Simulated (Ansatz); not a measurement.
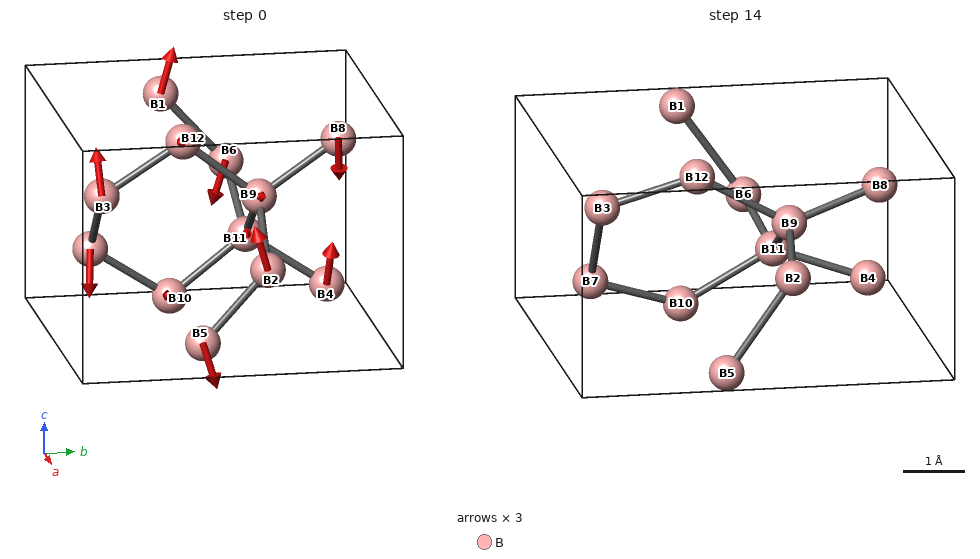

The structure of solid B (a generated structure, set up in P4_322) (coarse preliminary run) before (left) and after (right) a relaxation, at one scale. The red arrows give the displacements (the part carried along by the change of the cell is left out), 3 times their true length.

A ball-and-stick model of the cell of the calculation, seen slightly off an axis.

These are results of DFT PBE, scalar-relativistic, plane waves, PAW in Ansatz 0.2.0, not measurements. Set-up: plane-wave cutoff 420 eV; k-point mesh 4 × 4 × 4; occupations gaussian; smearing width 0.1 eV; no spin polarisation; cell and atoms relaxed; force threshold 0.04 eV/Å; at most 70 steps.

Describe what moved and what it gained.

Over 10 accepted moves (14 points after the start) the energy falls by 402 meV per atom. Largest force component: 0.97 eV/Å at the start, 0.019 eV/Å at the end. The pressure goes from 28.73 to 0.11 GPa. The line search rejected the trial steps at points 7, 10 of the run. The SCF was repeated twice at an unchanged geometry on a basis and grid sized afresh for the cell, which shifted the energy by 12.8 meV per atom at most. The largest moves relative to the cell, 0.27 Å, are those of 8 atoms (B1, B2, B3, B4 and others). B5 goes roughly along [0 1 −3]. Cell: a = b 5.356 → 6.228 Å (+16.3 %), c 3.971 → 3.451 Å (−13.1 %). Volume +17.5 %. Among the contacts that change: B1–B6 2.979 → 2.192 Å, B1–B6 (another image) 1.617 → 1.915 Å, B10–B11 1.609 → 1.767 Å, B1–B10 1.615 → 1.644 Å. Bond angles that change, for instance: B8–B3–B12 117.1° → 154.6°, B2–B9–B11 108.3° → 131.9°, B7–B3–B8 111.3° → 94.8°. The space group stays P4_322 (No. 95).

Limits of the set-up: the k-point mesh is coarse for a cell with partly filled bands.
